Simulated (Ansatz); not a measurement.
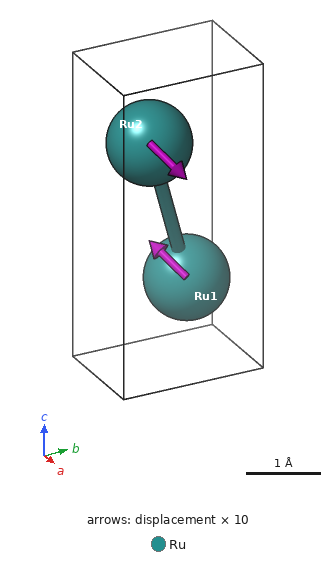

This is a relaxation of solid Ru (set up in P-1). The starting structure is drawn; purple arrows show the displacements, 10 times their true length.

The picture is a ball-and-stick view of the cell of the calculation, seen slightly off an axis.

The calculation used DFT PBEsol, scalar-relativistic, plane waves, PAW (Ansatz).

Input
```yaml
crystal:
  lattice:
    - [2.6895239998, 0.0, 0.0]
    - [-1.3447619999, 2.3291961079, 0.0]
    - [0.0, 0.0, 4.2519209521]
  atoms:
    - { symbol: Ru, position: [0.3578773476, 0.6850920249, 0.2392661783] }
    - { symbol: Ru, position: [0.6421226524, 0.3149079751, 0.7607338217] }
basis:
  ecutwfc: 420
kpoints:
  mp_grid: { grid: [12, 12, 8] }
hamiltonian:
  xc: pbesol
scf:
  occupations: { method: gaussian, width: 0.15 }
output:
  forces: true
  stress: true
  eigenvalues: true
relax:
  adjacent_minimum: "off"
  f_tol: 0.01
  max_steps: 80
  cell: { stress_tol: 0.1 }
```

Launched with:
```bash
ansatz run input.yaml --threads 1 --pin off --max-ram 2560MiB --backend cpu --events-out ev --progress --plain --runs-dir out
```

What did the optimiser do to the structure, and how much energy did it gain?

Over 4 accepted moves (5 points after the start) the energy falls by 56.1 meV per atom. The largest force component goes from 1.3 to under 0.0001 eV/Å. Pressure: 2.36 GPa at the start and 0.00 GPa at the end. At 1 point the geometry stayed and the basis and grid were re-selected for the new cell (energy shift of less than 0.05 meV per atom at most each time). The largest moves, 0.075 Å, are those of Ru1 and Ru2. Ru1 goes roughly along [−3 −2 1]. The lattice vectors keep their values. Some distances before and after: Ru1–Ru2 2.774 → 2.632 Å, Ru1–Ru2 (another image) 2.510 → 2.632 Å, Ru1–Ru2 (another image) 2.545 → 2.632 Å, Ru1–Ru2 (another image) 2.693 → 2.632 Å. The space group (tolerance 0.01 Å) goes from P-1 (No. 2) to P6_3/mmc (No. 194).
